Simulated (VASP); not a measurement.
**TaAs: density, localisation and related maps**

```cif
data_structure
_symmetry_space_group_name_H-M 'P 1'
_symmetry_Int_Tables_number 1
_cell_length_a 3.4436
_cell_length_b 3.4436
_cell_length_c 11.7359
_cell_angle_alpha 90.000
_cell_angle_beta 90.000
_cell_angle_gamma 90.000
_cell_volume 139.17
loop_
_atom_site_label
_atom_site_type_symbol
_atom_site_fract_x
_atom_site_fract_y
_atom_site_fract_z
_atom_site_occupancy
Ta1 Ta 0.00000 0.00000 0.24997 1
Ta2 Ta 0.50000 0.50000 0.74997 1
Ta3 Ta 0.50000 0.00000 0.99997 1
Ta4 Ta 0.00000 0.50000 0.49997 1
As1 As 0.00000 0.00000 0.83263 1
As2 As 0.50000 0.50000 0.33263 1
As3 As 0.00000 0.50000 0.08263 1
As4 As 0.50000 0.00000 0.58263 1
```

Space group I4₁md; a structure from a database of computed crystals, not necessarily the ambient phase; computed pressure about −7 GPa in this cell.

Method: Kohn-Sham DFT of a periodic cell, LDA, VASP PAW LDA potentials, recommended (VASP 6.6.1).

Core electrons are frozen (PAW), and the valence fields are smoothed inside the atomic spheres.

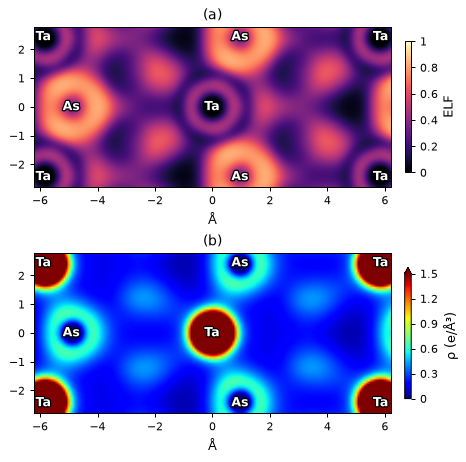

Figure 1. (a) ELF; (b) valence electron density on the (110) plane of the conventional cell.

What does the map show?

Answer. The plane passes through Ta and As nuclei. Ta–As (2.62 Å): the density is about 0.41 e/Å³ at the midpoint; the ELF is about 0.45 at the midpoint. Between the atoms the lowest density in this plane is 0.07 e/Å³.

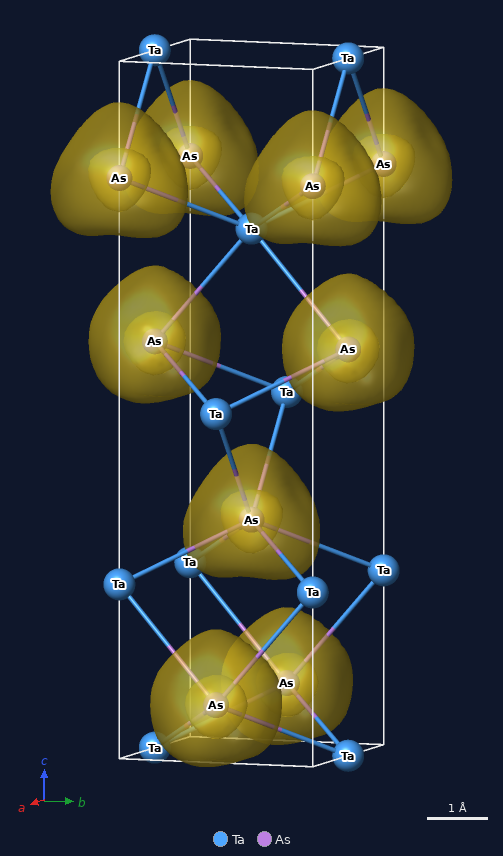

Figure 2. Isosurface of the electron localisation function at 0.7 (yellow), seen slightly off an axis. Core shells and regions of very low density are left out. Sticks mark near contacts.

What do the ELF domains correspond to?

Answer. The surface consists of four regions wrapped around As (the valence shell of each), counted in one cell of 8 atoms. Any copies at cell faces, edges or corners count once.


Ta–As (2.61 Å): the ELF is about 0.45 at the midpoint.
